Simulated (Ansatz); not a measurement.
Structure data:

```
CELL_PARAMETERS angstrom
3.82409 -0.01916 -0.00633
-0.01916 3.85272 0.00330
-0.00633 0.00330 3.80811
ATOMIC_POSITIONS crystal
Cu 0.00000 0.00000 0.00000
Cu 0.52716 0.51244 0.08084
Cu 0.57420 0.03243 0.60709
```

Q: Interpret the file: composition, symmetry and coordination.

A: The element is copper. The space group is P1: only translations remain. The cell holds three atoms.

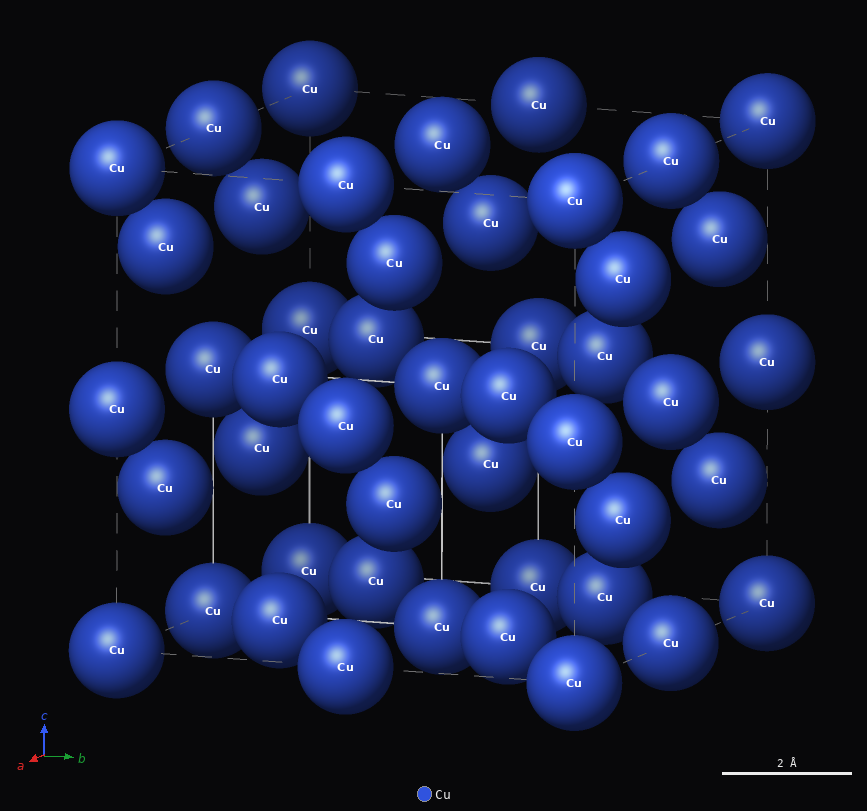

Structure drawing (spheres-only), viewed slightly off an axis. 2×2×2 cells are drawn; the solid outline is the simulation cell. Some atoms of the next cells are drawn as well.

About the cell: it is a known structure type with an atom taken out, added or moved, with the atoms shaken, and it is unrelaxed. An electronic-structure calculation with Ansatz was run on it.

At this level of theory the cell isn't at rest (stretched, at -14 GPa and forces up to 1.2 eV/Å), so its distances can differ from those at equilibrium, the more so the softer the solid.
